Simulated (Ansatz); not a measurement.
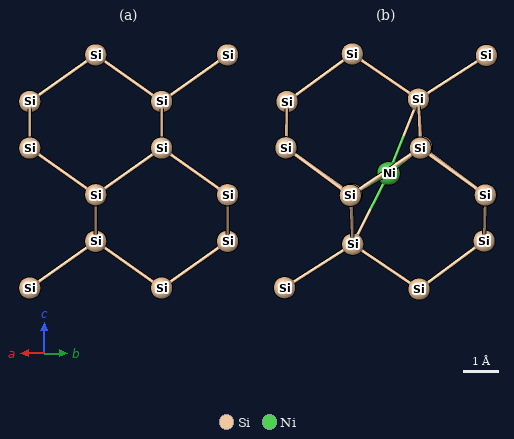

Left: perfect Si. Right: the same region with one point defect, after relaxing the atoms in a supercell of 64 sites. The picture is a ball-and-stick view of the atoms within 4.6 Å of one point, in a slice 4.2 Å thick across the line of sight, seen along [110].

Theory: Ansatz, DFT, PBEsol, PAW, plane waves. (plane-wave cutoff 420 eV; k-point mesh 1 × 1 × 1; mesh shifted by (0.25, 0.25, 0.25); collinear spin) Fermi-Dirac smearing of 0.01 eV. A uniform background neutralises the charged cell. The axes drawn are those of the host's conventional cell.

What kind of defect was made?

An extra nickel atom is put between the host's atoms (an interstitial).

The charge state of the cell is +2.

What does the relaxation do around it?

The Ni atom starts with 10 Si at 2.35 to 2.72 Å around its place and ends with 6 Si at 2.29 to 2.33 Å. Of the host's atoms, a silicon atom moves furthest from its site, by 0.10 Å. The Ni atom itself moves 1.05 Å from where it was put. The cell ends without a net magnetic moment.

Limits of the set-up: the cell is charged, on a uniform background, and energies carry no finite-size correction.
